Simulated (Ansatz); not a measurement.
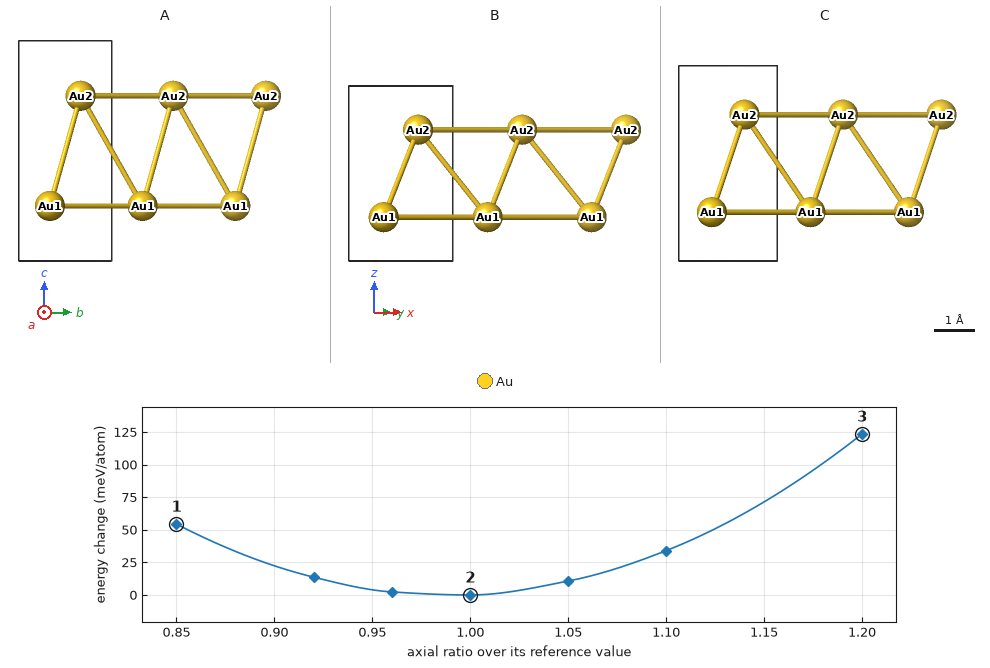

A scan of solid Au (Cmcm): the ratio of the cell's length along z to its lengths across, counted as 1 for the reference, is changed at fixed volume (a c/a path), with the atoms kept at their fractional coordinates. x, y and z are the Cartesian axes of the input. The frames are shuffled; the numbered points of the plot belong to them. Style: ball-and-stick. Shown: the cell of the calculation, repeated 2 × 3 × 1 with one cell outlined, along the a axis.

All numbers below come from Ansatz, DFT r2SCAN, scalar-relativistic, plane waves, PAW. Set-up: plane-wave cutoff 500 eV; k-point mesh 22 × 22 × 12; occupations gaussian; smearing width 0.15 eV; no spin polarisation. Energies (free energies at the smearing named) are counted from the cell as listed in its source, which wasn't relaxed.

**Match the frames to the points.**

Point 1 is frame B (the relative ratio 0.85, 54.4 meV/atom); 2 is frame C (the relative ratio 1.00, 0.0 meV/atom); 3 is frame A (the relative ratio 1.20, 123.5 meV/atom). Of the computed points the lowest is at the relative ratio 1.00, 0.0 meV/atom. The end points stand at 54.4 meV/atom (0.85) and 123.5 meV/atom (1.20). The distortion keeps the space group Cmcm. At the relative ratio 1.20 the cell of the drawing goes a 2.920 → 2.748 Å, b 2.920 → 2.748 Å, c 4.893 → 5.526 Å.
